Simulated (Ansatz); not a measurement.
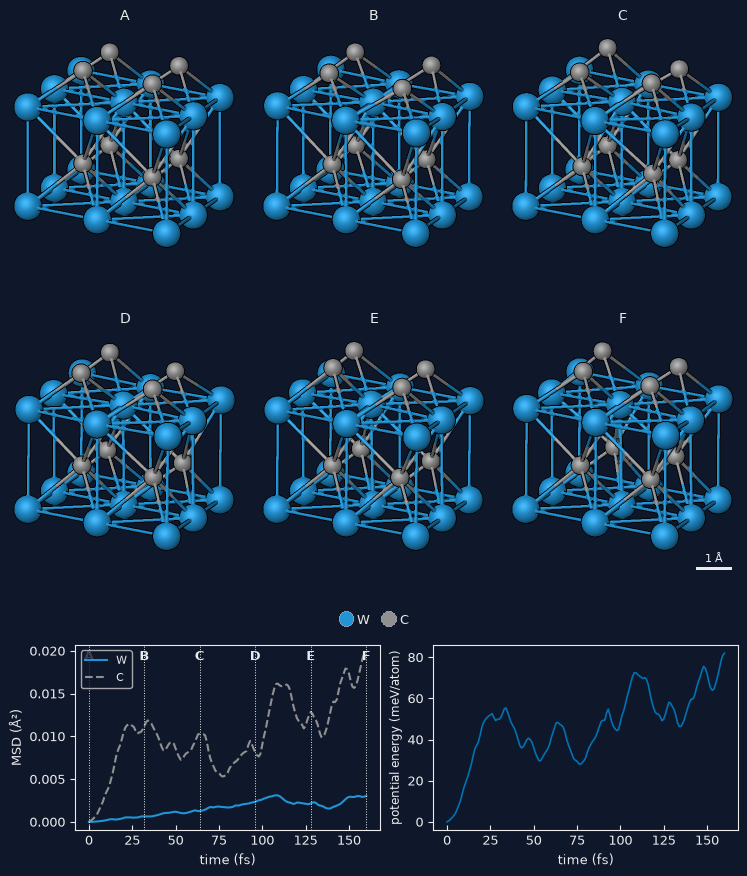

A Born-Oppenheimer molecular dynamics run of a slab of WC(001) (16 atoms in the cell), 160 fs long. Frames (A at 0 fs, B at 32 fs, C at 64 fs, D at 96 fs, E at 128 fs, F at 160 fs) and the history of the run. Style: ball-and-stick. Shown: the simulation cell, with the vacuum cut short, slightly off an axis. Bonds to atoms that aren't drawn are left out.

Computed with DFT PBE, scalar-relativistic, plane waves, PAW (Ansatz). Set-up: plane-wave cutoff 420 eV; k-point mesh 3 × 3 × 1; Fermi-Dirac smearing 0.1 eV; low-accuracy preset; 4 atoms held fixed; Langevin thermostat (NVT); set temperature 700 K; time step 1 fs; friction 0.5 per fs.

Q: Describe the run.

A: In the second half of the run the atoms are, in the root-mean-square, this far from where they began (common drift taken out): C 0.11 Å, W 0.05 Å. The run lasts only 160 fs, too short to tell vibration from diffusion. The mean temperature in the second half is 723 K (standard deviation 157 K). The potential energy in the second half lies on average 57.7 meV per atom above the first frame. The friction is so strong that the slow modes are overdamped, and the motion no longer resembles free dynamics.

Limits of the set-up: the program's low-accuracy preset was used.

The run took 23 min on 2 threads of Arm Neoverse V2, with other jobs on the host, peak memory 1 GiB.

PAW datasets: the set soft_1.
